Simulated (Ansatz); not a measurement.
**Geometry relaxation, with input and output: HfO2 (part 1 of 2)**

System: HfO2 (P4₂/mnm, 6 atoms in the cell).
Method: DFT, PBE, plane waves, PAW, Ueff = 8 eV on Hf d (Ansatz 0.2.0).

The structure derives from a Materials Project entry. The run did not end well.

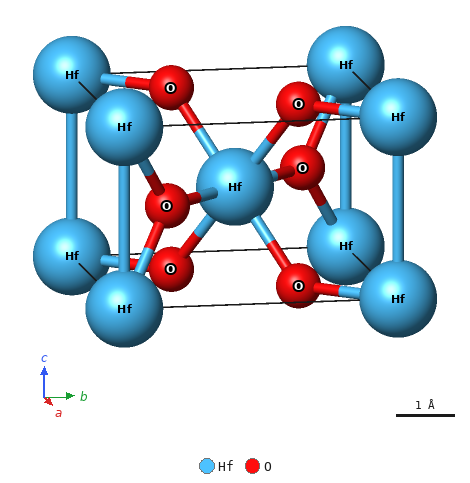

**Figure 1.** The input geometry (ball-and-stick view of the cell of the calculation, seen slightly off an axis). Near neighbours in the crystal (not all of them lie inside the picture): Hf has 2 Hf at 3.20 Å and 6 O at 2.08 to 2.09 Å; O has 3 Hf at 2.08 to 2.09 Å.

### The input
```yaml
crystal:
  lattice:
    - [4.8310693501, 0.0, 0.0]
    - [0.0, 4.8310693501, 0.0]
    - [0.0, 0.0, 3.2049751305]
  atoms:
    - { symbol: Hf, position: [0.0, 0.0, 0.0], spin: 0.2 }
    - { symbol: Hf, position: [0.5, 0.5, 0.5], spin: 0.2 }
    - { symbol: O, position: [0.1948153545, 0.8051846455, 0.5], spin: 0.2 }
    - { symbol: O, position: [0.3051846455, 0.3051846455, 0.0], spin: 0.2 }
    - { symbol: O, position: [0.6948153545, 0.6948153545, 0.0], spin: 0.2 }
    - { symbol: O, position: [0.8051846455, 0.1948153545, 0.5], spin: 0.2 }
basis:
  ecutwfc: 420
kpoints:
  mp_grid: { grid: [9, 9, 12] }
hamiltonian:
  xc: pbe
  hubbard: { sites: [{ species: Hf, l: d, u_eff: 8.0 }], double_counting: fll }
scf:
  occupations: { method: gaussian, width: 0.02 }
output:
  forces: true
  eigenvalues: true
  stress: true
relax:
  adjacent_minimum: "off"
  f_tol: 0.01
  max_steps: 30
  cell: { stress_tol: 0.1, fix: [volume] }
magnetization:
  spin_polarized: true
```

Command:
```bash
ansatz run input.yaml --threads 1 --pin off --max-ram 2560MiB --backend cpu --events-out ev --progress --plain --runs-dir out
```

### Log
```
Hf: projections on atomic orbitals take those of the free atom [Kr 4d10] 4f14 5s2 5p6 5d2 6s2, of charge +0.00 (hamiltonian.pseudopotentials.projection_atoms); the dataset's partial waves leave at most 4.9e-5 of an orbital's norm unspanned inside its sphere
O: projections on atomic orbitals take those of the free atom [He] 2s2 2p4, of charge +0.00 (hamiltonian.pseudopotentials.projection_atoms); the dataset's partial waves leave at most 1.9e-8 of an orbital's norm unspanned inside its sphere
Engine: ansatz 0.2.0, x86_64-unknown-linux-gnu
Pseudopotentials: kind: paw
Pseudopotential: Hf, paw, valence charge 26, recommended cutoff 420 eV (normal), Hf.paw.azcp
Pseudopotential: O, paw, valence charge 6, recommended cutoff 420 eV (normal), O.paw.azcp
Functional definition: PBE
  parameter kappa = 0.804
  parameter beta = 0.06672455060314922
  exchange = pbe_x(kappa = kappa, mu = beta*pi^2/3)
  correlation = pbe_c(beta = beta)
Crystal: 6 atoms, lattice volume = 74.802 Å³
Basis set: ecut = 420 eV, 1455 PW (Γ), exchange–correlation on 72×72×48 points (8 copies of the dense FFT grid, shifted against one another)
Bands: 47, of which v1, the nominal top of the filled ones, is band 38 counted from 1 (37 counted from 0)
Symmetry: 16 space group operations
Space group: P42/mnm (ITA 136), of the structure as read, at distance tolerance 4.2e-5 Å
Magnetic group: BNS 136.495 (UNI 1155), of the structure as read, at distance tolerance 4.2e-5 Å
k-points: 105 of 972
Non-local potential: Hf, projectors of the file, l = 0: 3, l = 1: 2, l = 2: 2, l = 3: 3
Non-local potential: O, projectors of the file, l = 0: 2, l = 1: 2, l = 2: 1
PAW form: soft (Blöchl's): semilocal exchange-correlation on the pseudo side does not see the compensation charge
PAW one-centre angular grid: Hf, 590 points (default); XC on 64 Gauss nodes
PAW one-centre angular grid: O, 110 points (default); XC on 64 Gauss nodes
Initial density: superposition of atomic densities (chi_scale 0.1, normalization cell, long waves kept (reshape's long-wave potential 0.00 eV rms))
Starting moments: Σ|m| = 1.2 μB on 6 of 6 sites
Initial wavefunctions: pseudopotential atomic-orbital guess
Functional: x = pbe(κ = 0.804, μ = 0.2195149727645171), c = pbe(β = 0.06672455060314922)
SCF iter   1: F=—  HF=-33711.218958 eV  |F-HF|=—  |Δ(HF+E_count)|=         —  Δρ=4.77e-2 (↑3.58e-2 ↓4.77e-2)  dr2=3.80e0  dr2_m=1.57e-1  M=0.000 μB ∫|m|=0.056 μB  β_m=0.30  ethr=3.10e-3  ⟨swp⟩=5.8  Hψ=30662  notcnv=0
preconditioner: auto → Resta (q_TF=auto, 2.736 Å⁻¹)  ε∞=4.1  [insulator: Δε(μ)=4.534 eV  Ē_g=20.780 eV  σ=0.020 eV  W_gap=1.00  n_scr=30 (ndim 8)  ℏωp=36.4 eV  f_vac=0.006  D(μ)=0.00/eV (n_scr^D=0)  ε∞_Penn≈4.1]
spin=Collinear: Resta preconditioning applied to the charge; magnetization (m = ρ↑ − ρ↓) channel mixes plain (no charge-response kernel on spin).
SCF iter   2: F=—  HF=-33710.830168 eV  |F-HF|=—  |Δ(HF+E_count)|=   3.89e-1  Δρ=3.23e-2 (↑2.69e-2 ↓3.23e-2)  dr2=1.84e0  dr2_m=7.84e-2  M=0.000 μB ∫|m|=0.042 μB  β_m=0.30  ethr=3.10e-3  ⟨swp⟩=3.0  Hψ=18517  notcnv=0  defer=464
SCF iter   3: F=—  HF=-33710.585617 eV  |F-HF|=—  |Δ(HF+E_count)|=   2.45e-1  Δρ=1.53e-2 (↑1.53e-2 ↓1.06e-2)  dr2=1.89e-1  dr2_m=3.89e-2  M=0.000 μB ∫|m|=0.032 μB  β_m=0.30  ethr=2.42e-3  ⟨swp⟩=2.0  Hψ=18817  notcnv=0  defer=464
SCF iter   4: F=—  HF=-33710.638862 eV  |F-HF|=—  |Δ(HF+E_count)|=   5.32e-2  Δρ=6.81e-3 (↑4.94e-3 ↓6.81e-3)  dr2=2.25e-2  dr2_m=1.91e-2  M=0.000 μB ∫|m|=0.024 μB  β_m=0.30  ethr=2.49e-4  ⟨swp⟩=2.1  Hψ=16589  notcnv=0  defer=474
SCF iter   5: F=—  HF=-33710.678110 eV  |F-HF|=—  |Δ(HF+E_count)|=   3.92e-2  Δρ=5.02e-3 (↑4.18e-3 ↓5.02e-3)  dr2=1.30e-2  dr2_m=9.48e-3  M=0.000 μB ∫|m|=0.018 μB  β_m=0.30  ethr=2.96e-5  ⟨swp⟩=2.1  Hψ=19686  notcnv=0  defer=474
SCF iter   6: F=—  HF=-33710.703302 eV  |F-HF|=—  |Δ(HF+E_count)|=   2.52e-2  Δρ=3.24e-3 (↑3.24e-3 ↓2.31e-3)  dr2=1.32e-3  dr2_m=4.72e-3  M=0.000 μB ∫|m|=0.013 μB  β_m=0.30  ethr=1.71e-5  ⟨swp⟩=2.2  Hψ=18835  notcnv=0  defer=474
Mixer restart at iter 6: flushing history
spin-set hold released at iteration 6 (site moments contracting): the magnetisation degrees of freedom join the quasi-Newton model from the next iteration; the mixer history was flushed
SCF iter   7: F=—  HF=-33710.712591 eV  |F-HF|=—  |Δ(HF+E_count)|=   9.29e-3  Δρ=2.17e-3 (↑2.17e-3 ↓1.79e-3)  dr2=8.53e-4  dr2_m=2.35e-3  M=0.000 μB ∫|m|=0.010 μB  β_m=0.61  ethr=1.74e-6  ⟨swp⟩=2.0  Hψ=18245  notcnv=0  defer=472
SCF iter   8: F=—  HF=-33710.725315 eV  |F-HF|=—  |Δ(HF+E_count)|=   1.27e-2  Δρ=3.75e-4 (↑3.22e-4 ↓3.75e-4)  dr2=1.67e-4  dr2_m=2.89e-5  M=0.000 μB ∫|m|=0.003 μB  β_m=0.58  ethr=1.12e-6  ⟨swp⟩=2.3  Hψ=18943  notcnv=0  defer=466
SCF iter   9: F=—  HF=-33710.725462 eV  |F-HF|=—  |Δ(HF+E_count)|=   1.47e-4  Δρ=2.24e-4 (↑2.04e-4 ↓2.24e-4)  dr2=7.41e-5  dr2_m=7.86e-6  M=0.000 μB ∫|m|=0.001 μB  β_m=0.64  ethr=2.20e-7  ⟨swp⟩=2.4  Hψ=17909  notcnv=0  defer=454
SCF iter  10: F=—  HF=-33710.725477 eV  |F-HF|=—  |Δ(HF+E_count)|=   1.53e-5  Δρ=1.01e-4 (↑1.01e-4 ↓6.91e-5)  dr2=2.00e-5  dr2_m=1.06e-6  M=0.000 μB ∫|m|=0.001 μB  β_m=0.74  ethr=9.75e-8  ⟨swp⟩=2.1  Hψ=16995  notcnv=0  defer=449
SCF iter  11: F=—  HF=-33710.725486 eV  |F-HF|=—  |Δ(HF+E_count)|=   8.70e-6  Δρ=2.21e-5 (↑2.07e-5 ↓2.21e-5)  dr2=1.27e-6  dr2_m=1.16e-8  M=0.000 μB ∫|m|=0.000 μB  β_m=0.87  ethr=2.63e-8  ⟨swp⟩=2.0  Hψ=17406  notcnv=0  defer=449
iter 12 did not close the SCF: its close was put off for a magnetic moment that had not settled (scf_convergence_deferred on its scf_iter line)
SCF iter  12: F=-33710.725487 eV  HF=-33710.725487 eV  |F-HF|=4.35e-8  |Δ(HF+E_count)|=   1.14e-6  Δρ=3.45e-6 (↑3.42e-6 ↓3.45e-6)  dr2=3.67e-8  dr2_m=1.86e-10  M=0.000 μB ∫|m|=0.000 μB  β_m=0.94  ethr=1.32e-10  ⟨swp⟩=9.9  Hψ=45664  notcnv=0
iter 13 did not close the SCF: its close was put off until two iterations running show no level that it waits for move by more than its bar (scf_convergence_deferred on its scf_iter line)
SCF iter  13: F=-33710.725487 eV  HF=-33710.725487 eV  |F-HF|=1.88e-9  |Δ(HF+E_count)|=   5.96e-8  Δρ=1.39e-6 (↑1.31e-6 ↓1.39e-6)  dr2=6.08e-9  dr2_m=7.41e-12  M=0.000 μB ∫|m|=0.000 μB  β_m=0.97  ethr=4.83e-11  ⟨swp⟩=1.3  Hψ=28254  notcnv=0
SCF iter  14: F=-33710.725487 eV  HF=-33710.725487 eV  |F-HF|=1.16e-10  |Δ(HF+E_count)|=   3.33e-9  Δρ=3.62e-7 (↑3.11e-7 ↓3.62e-7)  dr2=2.68e-10  dr2_m=1.26e-12  M=0.000 μB ∫|m|=0.000 μB  ethr=8.00e-12  ⟨swp⟩=2.3  Hψ=31799  notcnv=0
WARN: the starting moments were not kept: the SCF closed with an absolute magnetisation of 1.6e-6 μB, where they sum to 1.2 μB in size (6 sites). That is at most 0.1 of that sum. Measured as dr2_m measures the in/out step, that magnetisation stands 4.1e-13 eV from none, at or under the dr2_threshold of 1.0e-7 eV: it is no larger than a step whose dr2_m would equal this threshold. The system may hold no moment; this SCF shows only that its start led to no more than that. To try another start: raise the starting moments (crystal.atoms[].spin, magnetization.per_species, magnetization.initial_magnetization, or on a non-collinear deck that types none of these the spinor_matrix: blocks that start its atoms; where the total moment is fixed, keep their sum and leave initial_magnetization as it is; typed ones take the place of any that the run laid by itself, positive ones on a crystal's lanthanoids without a Hubbard term where scf.initial_density.shell_occupations: [] is typed) or, if the notice of its spin-set hold's release reads "site moments contracting" or "site moments show no strong build", lengthen the hold (scf.mixing.spin_hold: { on: { confirm: 4 } }; for m-r²SCAN on two components see the key's manual first). Each may lead to a state that holds a moment. A second SCF, from the converged charge density, with the starting moments and any scf.initial_density.shell_occupations laid on it anew, would have followed, and was not run: the deck does not ask for one (magnetization.retry_lost_moments is false, the default). To let it run, set magnetization.retry_lost_moments: true and run the deck again, where that key's refused combinations let it; where memory then withholds it, that run's warning says so.
SCF 1 converged in 14 iterations: F = -33710.725487 eV  dr2 = 2.68e-10
  greatest PAW one-centre occupation: 0.999 electrons in one spin orbital (limit 2), on the Hf atom at site 0 (counted from 0), in its partial waves of l = 0
relax step   1: F+E_penalty+E_count = -33710.72548707 eV  Δ(F+E_penalty+E_count) = +0.000e0 eV  max|allowed force component| = 7.632e-2 eV/Å  Δτ_max = 0.0000 Å  P = +18.010 GPa  Ω = 74.802 Å³  fix = [volume]  reactions: volume +18.010 GPa  (14 SCF iters, dr2 threshold 1.00e-7 eV, accepted)
Basis set: ecut = 420 eV, 1459 PW (Γ), exchange–correlation on 72×72×48 points (8 copies of the dense FFT grid, shifted against one another)
Initial density: handed on by an earlier stage of this run
Starting moments: Σ|m| = 1.2 μB on 6 of 6 sites; this step starts from the density that it was given
Initial wavefunctions: those handed on with the density
iter 1 solved again at ethr=1.26e-5 eV; its pass at ethr=3.10e-3 eV (dr2=9.59e-3 eV) is discarded
SCF iter   1: F=—  HF=-33710.734299 eV  |F-HF|=—  |Δ(HF+E_count)|=         —  Δρ=3.01e-3 (↑3.01e-3 ↓2.85e-3)  dr2=1.01e-2  dr2_m=5.02e-4  M=0.000 μB ∫|m|=0.007 μB  β_m=0.30  ethr=1.26e-5  ⟨swp⟩=3.0  Hψ=57477  notcnv=0
preconditioner: auto → Resta (q_TF=auto, 2.736 Å⁻¹)  ε∞=4.3  [insulator: Δε(μ)=4.600 eV  Ē_g=20.093 eV  σ=0.020 eV  W_gap=1.00  n_scr=30 (ndim 8)  ℏωp=36.4 eV  f_vac=0.091  D(μ)=0.00/eV (n_scr^D=0)  ε∞_Penn≈4.3]
spin=Collinear: Resta preconditioning applied to the charge; magnetization (m = ρ↑ − ρ↓) channel mixes plain (no charge-response kernel on spin).
SCF iter   2: F=—  HF=-33710.735570 eV  |F-HF|=—  |Δ(HF+E_count)|=   1.27e-3  Δρ=2.20e-3 (↑2.20e-3 ↓2.09e-3)  dr2=5.93e-3  dr2_m=2.67e-4  M=0.000 μB ∫|m|=0.006 μB  β_m=0.65  ethr=1.26e-5  ⟨swp⟩=1.0  Hψ=9872  notcnv=0
SCF iter   3: F=—  HF=-33710.737887 eV  |F-HF|=—  |Δ(HF+E_count)|=   2.32e-3  Δρ=3.00e-4 (↑2.98e-4 ↓3.00e-4)  dr2=2.03e-4  dr2_m=9.15e-8  M=0.000 μB ∫|m|=0.000 μB  β_m=0.76  ethr=7.81e-6  ⟨swp⟩=2.0  Hψ=18067  notcnv=0
SCF iter   4: F=—  HF=-33710.737939 eV  |F-HF|=—  |Δ(HF+E_count)|=   5.14e-5  Δρ=1.16e-4 (↑1.16e-4 ↓1.16e-4)  dr2=3.55e-5  dr2_m=4.31e-8  M=0.000 μB ∫|m|=0.000 μB  β_m=0.78  ethr=2.67e-7  ⟨swp⟩=2.0  Hψ=17477  notcnv=0
SCF iter   5: F=—  HF=-33710.737951 eV  |F-HF|=—  |Δ(HF+E_count)|=   1.22e-5  Δρ=3.87e-5 (↑3.56e-5 ↓3.87e-5)  dr2=2.80e-6  dr2_m=2.57e-8  M=0.000 μB ∫|m|=0.000 μB  β_m=0.67  ethr=4.67e-8  ⟨swp⟩=2.0  Hψ=17847  notcnv=0
iter 6 did not close the SCF: its close was put off for a magnetic moment that had not settled (scf_convergence_deferred on its scf_iter line)
SCF iter   6: F=-33710.737950 eV  HF=-33710.737949 eV  |F-HF|=2.67e-7  |Δ(HF+E_count)|=   1.52e-6  Δρ=1.67e-5 (↑1.32e-5 ↓1.67e-5)  dr2=3.08e-7  dr2_m=1.43e-8  M=0.000 μB ∫|m|=0.000 μB  β_m=0.75  ethr=7.89e-10  ⟨swp⟩=7.7  Hψ=48066  notcnv=0
iter 7 did not close the SCF: its close was put off for a magnetic moment that had not settled (scf_convergence_deferred on its scf_iter line)
SCF iter   7: F=-33710.737950 eV  HF=-33710.737950 eV  |F-HF|=4.21e-8  |Δ(HF+E_count)|=   4.00e-7  Δρ=5.24e-6 (↑5.21e-6 ↓5.24e-6)  dr2=5.49e-8  dr2_m=7.77e-10  M=0.000 μB ∫|m|=0.000 μB  β_m=0.78  ethr=4.05e-10  ⟨swp⟩=3.0  Hψ=35122  notcnv=0
SCF iter   8: F=-33710.737950 eV  HF=-33710.737950 eV  |F-HF|=4.71e-9  |Δ(HF+E_count)|=   6.14e-8  Δρ=1.42e-6 (↑1.42e-6 ↓1.41e-6)  dr2=4.68e-9  dr2_m=7.22e-12  M=0.000 μB ∫|m|=0.000 μB  ethr=7.22e-11  ⟨swp⟩=2.0  Hψ=29647  notcnv=0
the starting moments were not kept: the SCF closed with an absolute magnetisation of 1.4e-6 μB, where they sum to 1.2 μB in size (6 sites). That is at most 0.1 of that sum. Measured as dr2_m measures the in/out step, that magnetisation stands 3.7e-13 eV from none, at or under the dr2_threshold of 6.0e-7 eV: it is no larger than a step whose dr2_m would equal this threshold.
SCF 2 converged in 8 iterations: F = -33710.737950 eV  dr2 = 4.68e-9
relax step   2: F+E_penalty+E_count = -33710.73794975 eV  Δ(F+E_penalty+E_count) = -1.246e-2 eV  max|allowed force component| = 2.295e-1 eV/Å  Δτ_max = 0.0275 Å  P = +16.376 GPa  Ω = 74.802 Å³  energy of the carried Pulay correction = +1.223e-15 eV  fix = [volume]  reactions: volume +16.376 GPa  (8 SCF iters, dr2 threshold 6.00e-7 eV, accepted)
Basis set: ecut = 420 eV, 1475 PW (Γ), exchange–correlation on 72×72×48 points (8 copies of the dense FFT grid, shifted against one another)
iter 1 solved again at ethr=2.89e-6 eV; its pass at ethr=3.10e-3 eV (dr2=2.20e-3 eV) is discarded
```
